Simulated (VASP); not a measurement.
## Si: geometry relaxation (part 2 of 2)

Si (2 atoms in the cell); Kohn-Sham DFT of a periodic cell, AM05, VASP PAW PBE potentials, recommended, no spin polarisation (VASP 6.6.1); cutoff 600 eV, 8×8×8 k-mesh, fermi-dirac of 0.05 eV. The structure derives from a Materials Project entry. It belongs to a series of runs on one base structure; here: xc = AM05.

Geometry of the input (Å; fractional positions):
```
0.0000  2.7219  2.7219
2.7219  0.0000  2.7219
2.7219  2.7219  0.0000
Si 0.5000  0.5000  0.5000
Si 0.7500  0.7500  0.7500
```

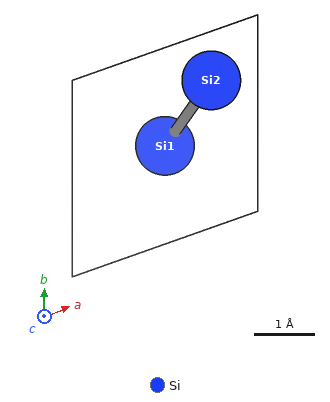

The geometry at step 1 of the log (ball-and-stick view of the cell of the calculation, along the c axis; atoms are numbered from 1 in the order of the input).

Parts of OUTCAR, continued
```
   LRPA    =     F    only Hartree local field effects (RPA)
 conjugate gradient relaxation of ions
 non-spin polarized calculation
 RMM-DIIS sequential band-by-band and
  energy-cutoff  :      600.00
  volume of cell :       40.33
 maximum number of plane-waves:      1365
   NGX = 15   NGY = 15   NGZ = 15

--------------------------------------- Ionic step        1  -------------------------------------------

 number of electron       8.0000000 magnetization

 Free energy of the ion-electron system (eV)
  ---------------------------------------------------
  ext. energy  EPLUGINS =         0.00000000
  ---------------------------------------------------
  free energy    TOTEN  =       -11.19593128 eV

  energy without entropy =      -11.19588315  energy(sigma->0) =      -11.19590721

------------------------ aborting loop because EDIFF is reached ----------------------------------------

  FORCE on cell =-STRESS in cart. coord.  units (eV):
  Direction    XX          YY          ZZ          XY          YZ          ZX
  --------------------------------------------------------------------------------------
  -------------------------------------------------------------------------------------
  Total       -0.0881231     -0.0881231     -0.0881231      0.0000000      0.0000000      0.0000000
  in kB       -3.5008791     -3.5008791     -3.5008791      0.0000000      0.0000000      0.0000000
  external PRESSURE =      -3.5008791 kB  Pullay stress =       0.0000000 kB

 VOLUME and BASIS-vectors are now :
 -----------------------------------------------------------------------------
  energy-cutoff  :      600.00
  volume of cell :       40.33
      direct lattice vectors                 reciprocal lattice vectors
     0.000000000  2.721851186  2.721851186    -0.183698507  0.183698507  0.183698507
     2.721851186  0.000000000  2.721851186     0.183698507 -0.183698507  0.183698507
     2.721851186  2.721851186  0.000000000     0.183698507  0.183698507 -0.183698507

 POSITION                                       TOTAL-FORCE (eV/Angst)
 -----------------------------------------------------------------------------------
      2.72185      2.72185      2.72185        -0.000000     -0.000000     -0.000000
      4.08278      4.08278      4.08278         0.000000      0.000000      0.000000
 -----------------------------------------------------------------------------------
    total drift:                               -0.000000     -0.000000     -0.000000

  FREE ENERGIE OF THE ION-ELECTRON SYSTEM (eV)
  ---------------------------------------------------
  free  energy   TOTEN  =       -11.1959312822 eV

  energy  without entropy=      -11.1958831452  energy(sigma->0) =      -11.19590721

--------------------------------------- Ionic step        2  -------------------------------------------

 number of electron       7.9999999 magnetization

------------------------ aborting loop because EDIFF is reached ----------------------------------------

  FORCE on cell =-STRESS in cart. coord.  units (eV):
  Direction    XX          YY          ZZ          XY          YZ          ZX
  --------------------------------------------------------------------------------------
  -------------------------------------------------------------------------------------
  Total        0.0639972      0.0639972      0.0639972     -0.0000000     -0.0000000      0.0000000
  in kB        2.5587083      2.5587083      2.5587083     -0.0000000     -0.0000000      0.0000000
  external PRESSURE =       2.5587083 kB  Pullay stress =       0.0000000 kB

 VOLUME and BASIS-vectors are now :
 -----------------------------------------------------------------------------
  energy-cutoff  :      600.00
  volume of cell :       40.07
      direct lattice vectors                 reciprocal lattice vectors
    -0.000000000  2.716065496  2.716065496    -0.184089817  0.184089817  0.184089817
     2.716065496  0.000000000  2.716065496     0.184089817 -0.184089817  0.184089817
     2.716065496  2.716065496  0.000000000     0.184089817  0.184089817 -0.184089817

 POSITION                                       TOTAL-FORCE (eV/Angst)
 -----------------------------------------------------------------------------------
      2.71607      2.71607      2.71607         0.000000     -0.000000      0.000000
      4.07410      4.07410      4.07410        -0.000000      0.000000     -0.000000
 -----------------------------------------------------------------------------------
    total drift:                               -0.000000     -0.000000     -0.000000

  FREE ENERGIE OF THE ION-ELECTRON SYSTEM (eV)
  ---------------------------------------------------
  free  energy   TOTEN  =       -11.1959989471 eV

  energy  without entropy=      -11.1959460135  energy(sigma->0) =      -11.19597248

--------------------------------------- Ionic step        3  -------------------------------------------

 number of electron       7.9999999 magnetization

 Free energy of the ion-electron system (eV)
  ---------------------------------------------------
  ext. energy  EPLUGINS =         0.00000000
  ---------------------------------------------------
  free energy    TOTEN  =       -11.19608654 eV

  energy without entropy =      -11.19603570  energy(sigma->0) =      -11.19606112

 E-fermi :   6.0508     XC(G=0):  -9.4584     alpha+bet :-11.9372

 val. band max:        5.7976819354   @ k =   0.0000   0.0000   0.0000
 cond. band min:       6.3455224301   @ k =   0.3750   0.3750   0.0000
 fundamental gap:      0.5478404946
 Fermi energy:         6.0507699810

 k-point     1 :       0.0000    0.0000    0.0000
  band No.  band energies     occupation
      1      -6.1500      2.00000
      2       5.7977      1.98741
      3       5.7977      1.98741
      4       5.7977      1.98741
      5       8.2924      0.00000
      6       8.2924      0.00000
      7       8.2924      0.00000
      8       9.1370      0.00000

 k-point     2 :       0.1250    0.0000    0.0000
  band No.  band energies     occupation
      1      -5.9460      2.00000
      2       4.1910      2.00000
      3       5.5037      1.99996
      4       5.5037      1.99996
      5       8.2459      0.00000
      6       8.7208      0.00000
      7       8.7208      0.00000
      8      10.4750      0.00000

 k-point     3 :       0.2500    0.0000    0.0000
  band No.  band energies     occupation
      1      -5.3506      2.00000
      2       1.8620      2.00000
      3       5.0294      2.00000
      4       5.0294      2.00000
      5       7.7797      0.00000
      6       9.2370      0.00000
      7       9.2370      0.00000
      8      12.6651      0.00000

 k-point     4 :       0.3750    0.0000    0.0000
  band No.  band energies     occupation
      1      -4.4558      2.00000
      2      -0.1583      2.00000
      3       4.7019      2.00000
      4       4.7019      2.00000
      5       7.4201      0.00000
      6       9.1763      0.00000
      7       9.1763      0.00000
      8      13.5737      0.00000

 k-point     5 :       0.5000    0.0000    0.0000
  band No.  band energies     occupation
      1      -3.8146      2.00000
      2      -1.1837      2.00000
      3       4.5902      2.00000
      4       4.5902      2.00000
      5       7.2935      0.00000
      6       9.0634      0.00000
      7       9.0634      0.00000
      8      13.4144      0.00000

 [... the levels of 18 k-points are left out ...]

 k-point    24 :      -0.3750    0.2500    0.1250
  band No.  band energies     occupation
      1      -3.2767      2.00000
      2      -0.9915      2.00000
      3       2.3267      2.00000
      4       3.6187      2.00000
      5       8.8091      0.00000
      6       8.8616      0.00000
      7      11.6486      0.00000
      8      12.8524      0.00000

 [... further k-points ...]

------------------------ aborting loop because EDIFF is reached ----------------------------------------

  FORCE on cell =-STRESS in cart. coord.  units (eV):
  Direction    XX          YY          ZZ          XY          YZ          ZX
  --------------------------------------------------------------------------------------
  -------------------------------------------------------------------------------------
  Total        0.0003217      0.0003217      0.0003217      0.0000000     -0.0000000      0.0000000
  in kB        0.0128265      0.0128265      0.0128265      0.0000000     -0.0000000      0.0000000
  external PRESSURE =       0.0128265 kB  Pullay stress =       0.0000000 kB

 VOLUME and BASIS-vectors are now :
 -----------------------------------------------------------------------------
  energy-cutoff  :      600.00
  volume of cell :       40.18
      direct lattice vectors                 reciprocal lattice vectors
    -0.000000000  2.718580974  2.718580974    -0.183919480  0.183919480  0.183919480
     2.718580974  0.000000000  2.718580974     0.183919480 -0.183919480  0.183919480
     2.718580974  2.718580974  0.000000000     0.183919480  0.183919480 -0.183919480

 POSITION                                       TOTAL-FORCE (eV/Angst)
 -----------------------------------------------------------------------------------
      2.71858      2.71858      2.71858         0.000000      0.000000      0.000000
      4.07787      4.07787      4.07787        -0.000000     -0.000000     -0.000000
 -----------------------------------------------------------------------------------
    total drift:                               -0.000000     -0.000000     -0.000000

  FREE ENERGIE OF THE ION-ELECTRON SYSTEM (eV)
  ---------------------------------------------------
  free  energy   TOTEN  =       -11.1960865368 eV

  energy  without entropy=      -11.1960356966  energy(sigma->0) =      -11.19606112

 reached required accuracy - stopping structural energy minimisation
```

CONTCAR
```
Si
   1.00000000000000
    -0.0000000000000000    2.7185809743760352    2.7185809743760352
     2.7185809743760352    0.0000000000000000    2.7185809743760352
     2.7185809743760352    2.7185809743760352    0.0000000000000000
  Si
     2
Direct
     0.5000000000000000    0.5000000000000000    0.5000000000000000
     0.7500000000000000    0.7500000000000000    0.7500000000000000

  0.00000000E+00  0.00000000E+00  0.00000000E+00
  0.00000000E+00  0.00000000E+00  0.00000000E+00
```

Trajectory as extended XYZ (Å, eV, eV/Å), 3 frames, from step=0 to step=2
```
2
Lattice="0.0000 2.7219 2.7219 2.7219 0.0000 2.7219 2.7219 2.7219 0.0000" Properties=species:S:1:pos:R:3:forces:R:3 step=0 energy=-11.19593
Si    2.7219    2.7219    2.7219    0.0000   0.0000   0.0000
Si    4.0828    4.0828    4.0828    0.0000   0.0000   0.0000
2
Lattice="-0.0000 2.7161 2.7161 2.7161 0.0000 2.7161 2.7161 2.7161 0.0000" Properties=species:S:1:pos:R:3:forces:R:3 step=1 energy=-11.19600
Si    2.7161    2.7161    2.7161    0.0000   0.0000   0.0000
Si    4.0741    4.0741    4.0741    0.0000   0.0000   0.0000
2
Lattice="-0.0000 2.7186 2.7186 2.7186 0.0000 2.7186 2.7186 2.7186 0.0000" Properties=species:S:1:pos:R:3:forces:R:3 step=2 energy=-11.19609
Si    2.7186    2.7186    2.7186    0.0000   0.0000   0.0000
Si    4.0779    4.0779    4.0779    0.0000   0.0000   0.0000
```

Summary

| quantity | value |
| --- | --- |
| outcome | converged |
| space group (tolerance 0.01 Å) | Fd-3m (227) |
| electrons treated | 8 |
| free energy | −11.1961 eV |
| Fermi energy | 6.051 eV |
| gap on the k-point mesh | 0.55 eV |
| pressure | 0.00 GPa |
| final volume | 40.18 Å³ |
| largest force (length of the vector) at the end | under 0.001 eV/Å |
| final cell | a = 3.845 Å, b = 3.845 Å, c = 3.845 Å, α = 60.00°, β = 60.00°, γ = 60.00° |
| wall time | 35 s |
| peak memory | 0.17 GiB |
